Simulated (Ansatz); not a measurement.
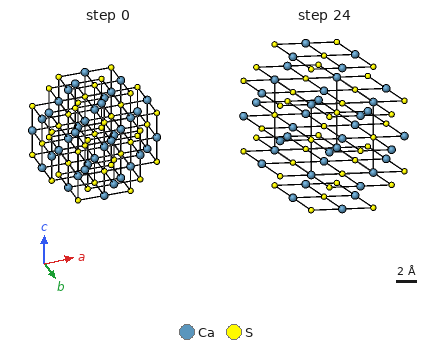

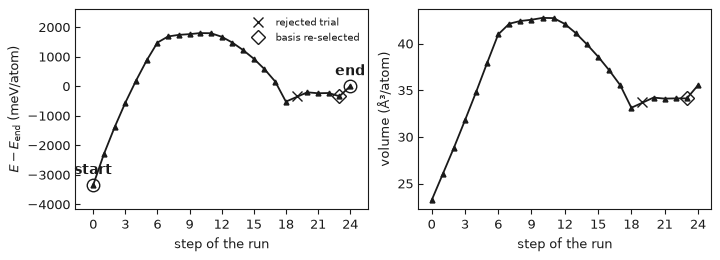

First and last geometry of a relaxation of solid CaS (set up in Fm-3m) (cell charge +2) (coarse preliminary run), with the history of the run. The picture is a ball-and-stick view of the conventional cell (4 times the calculation's cell), seen from a free direction. Lengths and directions refer to the drawn axes.

Case: input drawn at random.

The calculation used DFT PBE, scalar-relativistic, plane waves, PAW (Ansatz). Set-up: plane-wave cutoff 420 eV; k-point mesh 2 × 2 × 1; occupations gaussian; smearing width 0.1 eV; no spin polarisation; cell and atoms relaxed; force threshold 0.04 eV/Å; at most 30 steps.

Q: What do the curves and the structures tell?

A: The run was cut off at its time limit before the relaxation converged, so the last structure is only a point on the way. Over 22 accepted moves (24 points after the start) the energy rises by 3347 meV per atom. All forces vanish by symmetry, so only the cell relaxes. Pressure: 32.93 GPa at the start and 2.04 GPa at the end. The line search rejected the trial step at point 19 of the run. The SCF was repeated once at an unchanged geometry on a basis and grid sized afresh for the cell, which shifted the energy by 110 meV per atom at most. The atoms keep their places relative to the cell (all moves are under 0.005 Å). The volume changes by +53.1 %, with a = b 5.705 → 6.353 Å (+11.4 %), c 5.705 → 8.240 Å (+44.4 %), γ 90.0° → 58.7°. Some distances before and after: Ca–S 2.852 → 4.120 Å, Ca–Ca 4.034 → 3.115 Å, Ca–S 2.852 → 3.176 Å. Bonds break: Ca–S (2.85 → 4.12 Å). Bond angles that change, for instance: S–Ca–S 90.0° → 58.7°, Ca–S–Ca 90.0° → 58.7°, S–Ca–S 90.0° → 121.3°. The space group (tolerance 0.01 Å) goes from Fm-3m (No. 225) to Immm (No. 71). The run took about 28 core-seconds on a shared host.

| step | E − E(0), meV/atom | pressure, GPa | volume, Å³/atom | note |
| --- | --- | --- | --- | --- |
| 0 | 0.00 | 32.93 | 23.207 |  |
| 1 | 1048.74 | 21.92 | 26.010 |  |
| 2 | 1957.30 | 14.77 | 28.819 |  |
| 3 | 2788.35 | 9.72 | 31.766 |  |
| 4 | 3535.49 | 6.15 | 34.784 |  |
| 5 | 4223.96 | 3.46 | 37.925 |  |
| 6 | 4826.58 | 1.41 | 40.990 |  |
| 7 | 5035.20 | 0.26 | 42.140 |  |
| 8 | 5088.60 | 0.02 | 42.430 |  |
| 9 | 5112.93 | -0.04 | 42.563 |  |
| 10 | 5149.14 | -0.12 | 42.764 |  |
| 11 | 5144.25 | -0.17 | 42.739 |  |
| 12 | 5025.45 | -0.38 | 42.116 |  |
| 13 | 4827.38 | -0.50 | 41.123 |  |
| 14 | 4574.61 | -0.54 | 39.919 |  |
| 15 | 4281.41 | -0.62 | 38.614 |  |
| 16 | 3928.52 | -0.76 | 37.155 |  |
| 17 | 3509.50 | -0.78 | 35.545 |  |
| 18 | 2827.33 | 0.55 | 33.131 |  |
| 19 | 3016.47 | 0.07 | 33.746 | rejected |
| 20 | 3143.32 | -0.06 | 34.220 |  |
| 21 | 3111.95 | 0.07 | 34.111 |  |
| 22 | 3119.42 | 0.00 | 34.137 |  |
| 23 | 3009.54 | 3.23 | 34.137 | same geometry, new basis |
| 24 | 3347.11 | 2.04 | 35.531 |  |

Limits of the set-up: the cell is charged, on a uniform background, and energies carry no finite-size correction.
